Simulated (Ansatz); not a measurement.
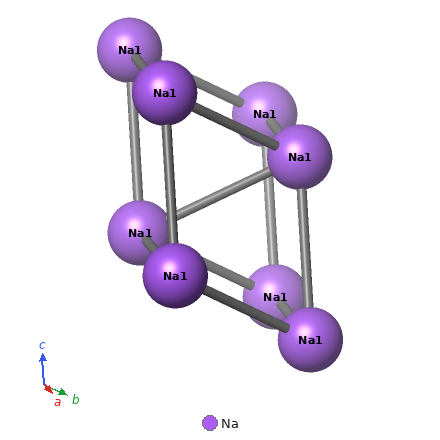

The system is Na (Im-3m, No. 229; 1 atom in the cell); the picture shows the reference structure. The cell is strained homogeneously, by one strain along x and y and another along z, with fractional coordinates fixed (x, y and z along the cube axes). The first coordinate is: strain along x and y; the second: strain along z. Grid: 5 × 5 points. At 2 points there is no value. Points are written as (first, second). Energies: meV/atom, counted from the unstrained cell. The reference cell is the one listed in the database, not relaxed at this level. Theory: DFT PBEsol, scalar-relativistic, plane waves, PAW in Ansatz. Settings: cutoff 420 eV, k-mesh 16×16×16, gaussian smearing 0.15 eV, no spin polarisation.

Its coordinates:

```
CELL_PARAMETERS angstrom
-2.11750 2.11750 2.11750
2.11750 -2.11750 2.11750
2.11750 2.11750 -2.11750
ATOMIC_POSITIONS crystal
Na 0.00000 0.00000 0.00000
```

Range: strain along x and y from −5.0 to 5.0 %; strain along z from −5.0 to 5.0 %.

Question: Predict the map.

Answer: The lowest grid point is at (−2.5 %, 0.0 %), −1.7 meV/atom from the unstrained cell. No other kind of well shows on this grid. The highest grid point, (5.0 %, 5.0 %), lies 29.5 meV/atom above the lowest.

```csv
"strain along z ↓, strain along x and y →",−5.0,−2.5,0.0,2.5,5.0
5.0,−1.3,0.2,5.9,15.3,27.8
2.5,−0.5,−1.3,2.5,–,21.2
0.0,1.4,−1.7,0.0,5.9,15.4
−2.5,4.6,−1.0,−1.4,–,10.7
−5.0,9.3,1.2,−1.3,0.9,7.1
```

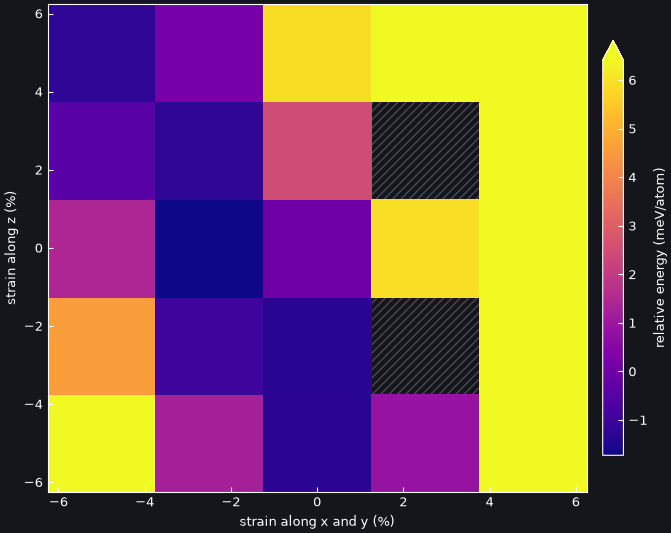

In the figure: one coloured cell a grid point, one colour for all values above the top of the scale, hatched blanks where no value was computed.
